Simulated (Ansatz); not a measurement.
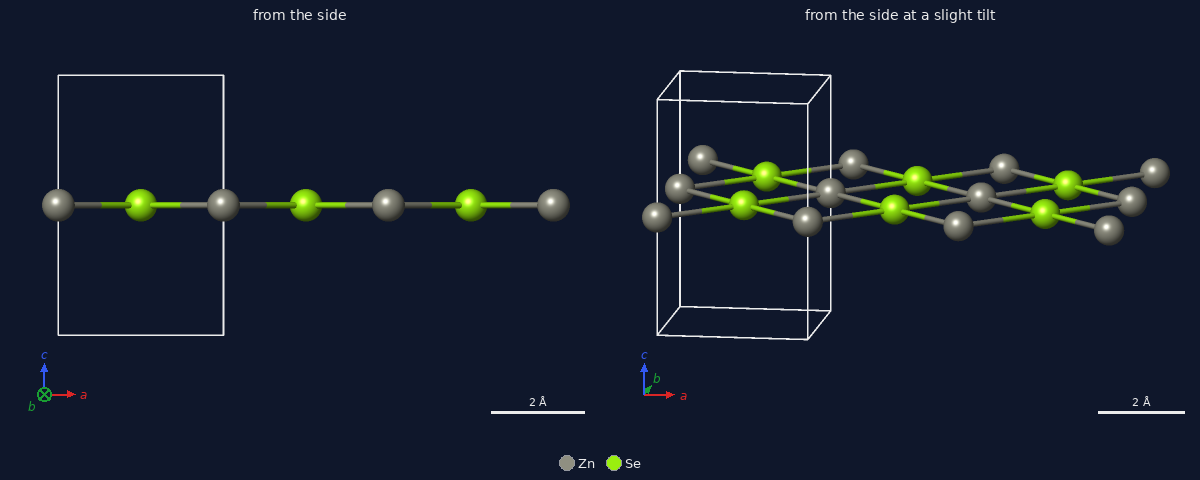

A ball-and-stick picture of a periodic sheet, seen from the side and from the side at a slight tilt. The surface normal points up in side views; the box is the simulation cell. 3×2 cells are drawn in the plane, with atoms at the edges repeated.

The cell holds 1 Zn, 1 Se.

**What do the upper and lower surfaces expose?**

The top face ends in Se and Zn, the bottom face in Se and Zn. The two faces are alike.

**How thick is it?**

About 0.0 Å from the lowest to the highest atom, with about 6 Å of vacuum to the next image.

**What is bonded to what?**

The coordination shell of Zn holds four Se in a square planar arrangement at about 2.5 Å. The Se atoms are each bonded to four Zn in a square planar arrangement at about 2.5 Å. The bonds build ZnSe layers parallel to the surface.

Starting structure: a random cell made by a generator, so it need not be a real form of the compound. Cell shown after relaxation with DFT PBE, scalar-relativistic, plane waves, PAW (Ansatz 0.2.0).
